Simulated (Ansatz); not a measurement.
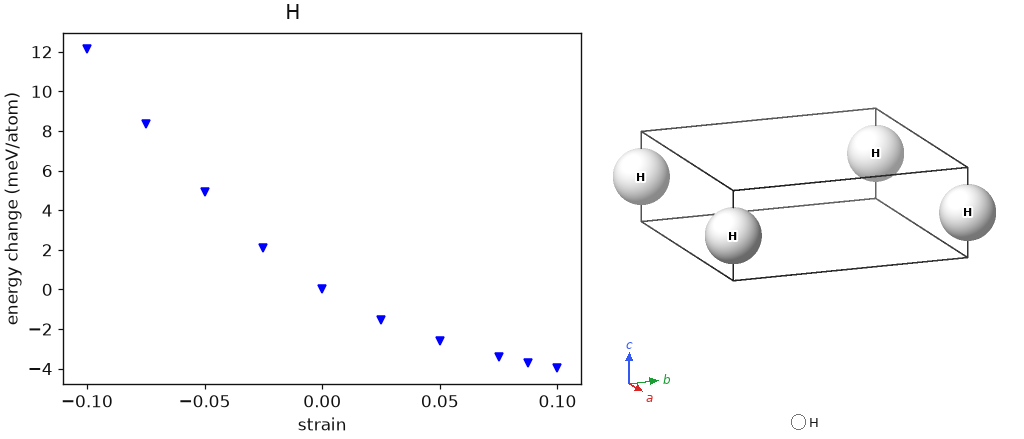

Method: homogeneous strain of a crystal along one Voigt pattern with engineering shear, fractional coordinates fixed, by plane-wave density functional theory with PAW datasets, free energies less that of the undisturbed cell; scalar-relativistic (Ansatz 0.2.0). Level: PBEsol, no spin polarisation.

- wave cutoff: 420 eV
- k mesh: 10×10×26
- occupations: Gaussian
- smearing width: 0.05 eV
- k shift: (0, 0, 0) (mesh steps)
- start: as given
- strain pattern: (1, 0, 0, 0, 0, 0) (xx yy zz yz xz xy with engineering shear)

The given structure:
```yaml
crystal:
  lattice:
    - [2.64964, 0.00000, 0.00000]
    - [0.00000, 2.64964, 0.00000]
    - [0.00000, 0.00000, 0.98049]
  atoms:
    - { symbol: H, position: [0.00000, 0.00000, 0.50000] }
```

Figure. Energy change against strain for H, space group P4/mmm (No. 123). The cell is drawn beside the plot.

The energy falls towards positive values, so the start isn't a stationary minimum along this path. The energy change falls from 12.14 meV/atom at strain −0.1000 to −3.96 meV/atom at 0.1000. The slope of stress against strain at the start, which at zero pressure is the clamped-ion constant C11, is 20.9 GPa. The second derivative of tensile stress is −90 GPa. The tensile stress at start is −1.67 GPa.

Caveats: bands overlap; reference crystal is not relaxed.
